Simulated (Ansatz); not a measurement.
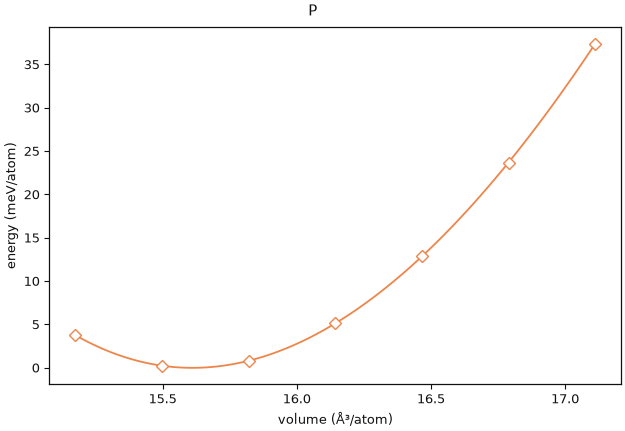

Plotted: energy against volume for P, space group R-3m (No. 166).

The given structure:
```
P
1.0
     1.72573    0.99635    3.12968
    -1.72573    0.99635    3.12968
     0.00000   -1.99270    3.12968
P
2
Direct
  0.77292 0.77292 0.77292
  0.22708 0.22708 0.22708
```

Computed with Ansatz 0.2.0: plane-wave DFT, no spin polarisation; energies at scaled volumes of the given cell, shape and fractions fixed, counted from the fit's minimum, third-order Birch-Murnaghan fit. Level: LDA.

```csv
setting,value
k mesh,9×9×9
occupations,Fermi–Dirac
smearing width,0.05 eV
potentials,Ansatz PAW
wave cutoff,420 eV
density cutoff,1680 eV
```

This calculation gives: equilibrium volume 15.61 Å³/atom and bulk modulus 95.1 GPa.

Now the level changes from LDA to r2SCAN. The second calculation uses wave cutoff 500.0 eV. How do these quantities change?

The equilibrium volume rises from 15.61 to 16.27 Å³/atom (+4.2 %) and the bulk modulus falls from 95.1 to 91.4 GPa (−3.9 %).

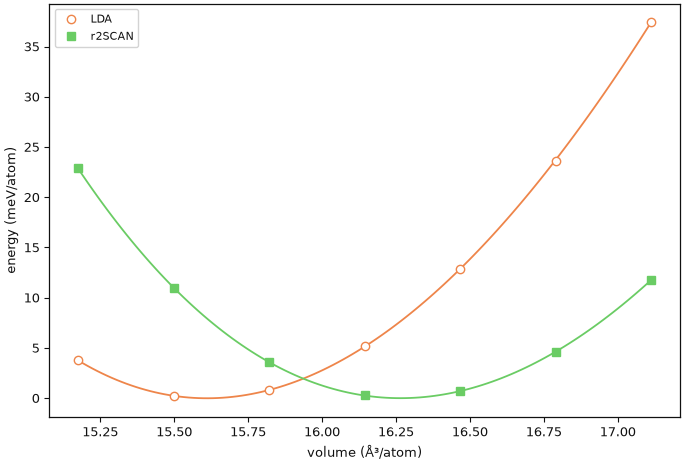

The two results together.

For both, limits of the calculation: shape and atomic fractions are frozen while scaling, which makes layered, chain and framework solids too stiff.

V0 and the bulk modulus come from third-order Birch–Murnaghan fits.
